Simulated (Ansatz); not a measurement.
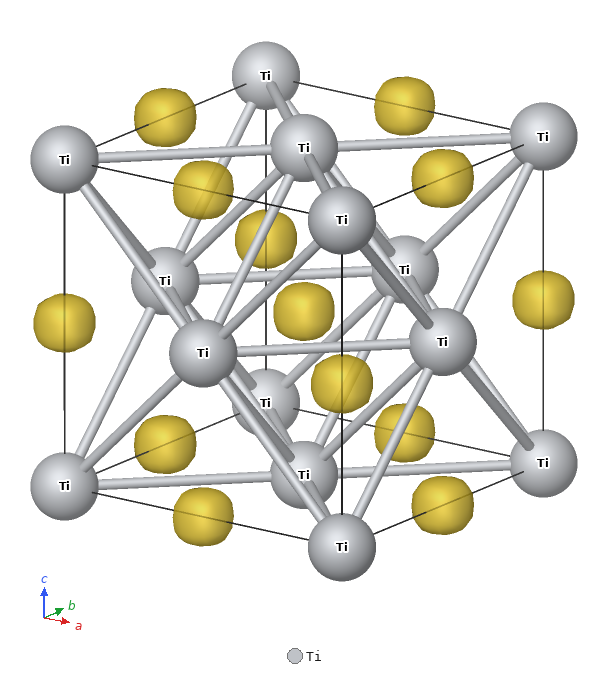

*Ti. Isosurface of the ELF at 0.7 (yellow), seen at an oblique angle. Only the valence region is drawn (cores and ρ < 0.01 e/Å³ removed). Sticks mark near contacts.*

Space group Fm-3m; computed pressure about 15 GPa in this cell; computed without spin polarisation.

Method: Ansatz, DFT r2SCAN, scalar-relativistic, plane waves, PAW.

In a PAW calculation such maps are meaningful between the atoms, not at the nuclei.

The calculation's input:

```
crystal:
  lattice:
    - [0.0, 1.9787709092, 1.9787709092]
    - [1.9787709092, 0.0, 1.9787709092]
    - [1.9787709092, 1.9787709092, 0.0]
  atoms:
    - { symbol: Ti, position: [0.0, 0.0, 0.0] }
basis:
  ecutwfc: 500
kpoints:
  mp_grid: { grid: [18, 18, 18] }
hamiltonian:
  xc: r2scan
scf:
  occupations: { method: gaussian, width: 0.1 }
output:
  forces: true
  stress: true
  eigenvalues: true
  write_density: true
  write_potential: true
  elf: true
  volumetric_format: npy
relax:
  adjacent_minimum: "off"
  f_tol: 0.008
  max_steps: 50
  cell: { stress_tol: 0.08, p_target: 15.0 }
```

Launched as:

```sh
ansatz run input.yaml --threads 1 --pin off --max-ram 2560MiB --backend cpu --events-out ev --progress --plain --runs-dir out
```

Below, planes, directions and counts refer to the conventional cell (a = 3.96 Å, b = 3.96 Å, c = 3.96 Å, α = 90.00°, β = 90.00°, γ = 90.00°).

The fields are those of the relaxed geometry.

Where are the electrons localised?

Answer. The surface consists of four pockets between the atoms, centred on no nucleus (multi-centre or interstitial), counted in one cell of 4 atoms. Regions shared between cells count once. There are no localised bonds or lone pairs at this value. Profiles from the grid: Ti–Ti (2.80 Å): the ELF is about 0.20 at the midpoint; no shared electron pair shows on this line.

Metal or insulator at this level of theory?

Answer. It is gapless in this calculation (a metal or semimetal).
